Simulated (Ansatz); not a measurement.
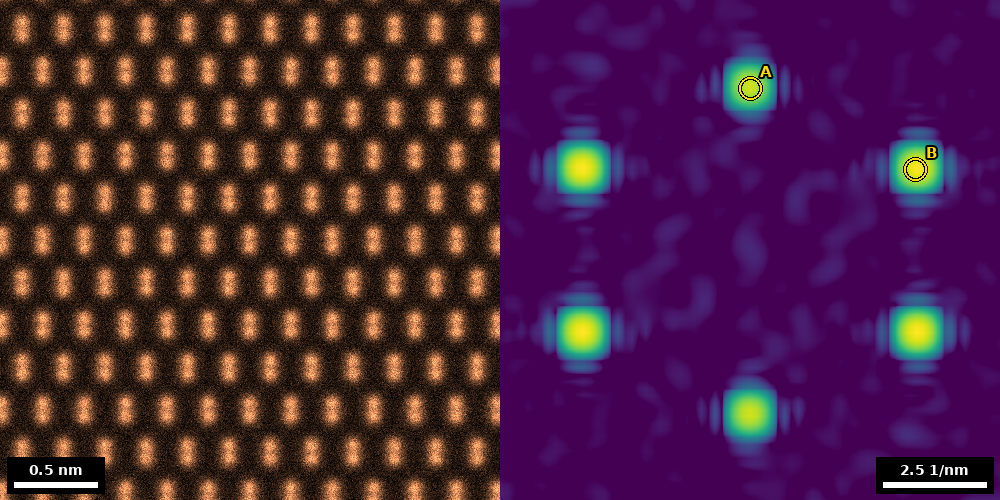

Integrated-DPC-like image of a crystal. Simulated as the projected potential of neutral atoms (B = 0.5 Å²) blurred by a 0.50 Å probe, the thin-sample limit of integrated differential phase contrast. Shot noise was added.

The right panel is the modulus of the image's Fourier transform on a logarithmic scale.

### Which lattice spacings do the marked spots stand for, and what angle do A and B enclose?

A: 2.5 Å, B: 2.2 Å; A and B enclose about 64°.

The crystal is Ti (P6_3/mmc, No. 194) along [101]; the spots are (0 -1 0) and (-1 0 1). Model: the end point of a relaxation at fixed volume with DFT r2SCAN, scalar-relativistic, plane waves, PAW in Ansatz.
